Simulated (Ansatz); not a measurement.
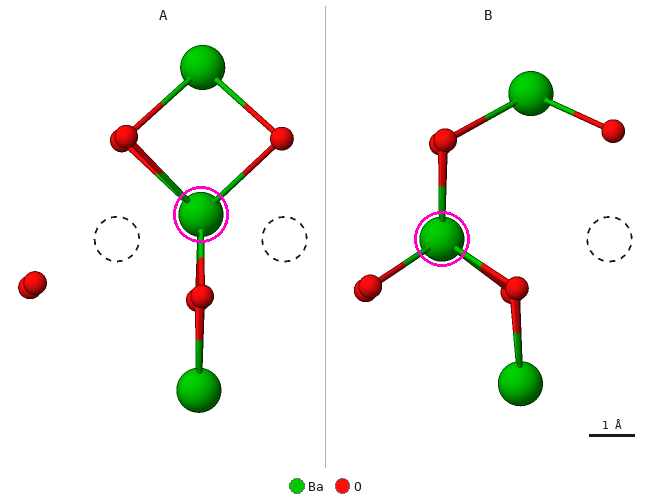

A vacancy jump of barium in BaO (P6_3/mmc phase), in a neutral cell with 15 atoms, whose images lie 7.5 Å apart. One frame is the relaxed vacancy; in the other the neighbouring Ba atom (ringed) was set half-way along its jump of 3.75 Å and all atoms were relaxed in the symmetry of that start. Dashed circles mark empty sites. A ball-and-stick model of the slice 3.8 Å thick through the jump, out to 4.3 Å from its middle, seen across the jump.

These are results of DFT PBEsol, scalar-relativistic, plane waves, PAW (Ansatz), not measurements. Settings: plane-wave cutoff 420 eV; k-point mesh 4 × 4 × 4; occupations gaussian; smearing width 0.05 eV; no spin polarisation; atoms relaxed in a fixed cell; force threshold 0.02 eV/Å.

> What does the half-way point cost?

Frame A is the half-way start after relaxation. It lies 0.72 eV above the relaxed vacancy. The atom stays half-way, bowed 0.53 Å off the straight line. The symmetry of the start was kept and can hold it there, so for a path with one hump at the middle this is the barrier or an upper bound to it. There it has 2 O as nearest neighbours, the closest at 2.48 Å. Both cells are metallic on the mesh.

Limits of the set-up: the periodic images lie only 7.5 Å apart, so the values are limited by the cell's size.
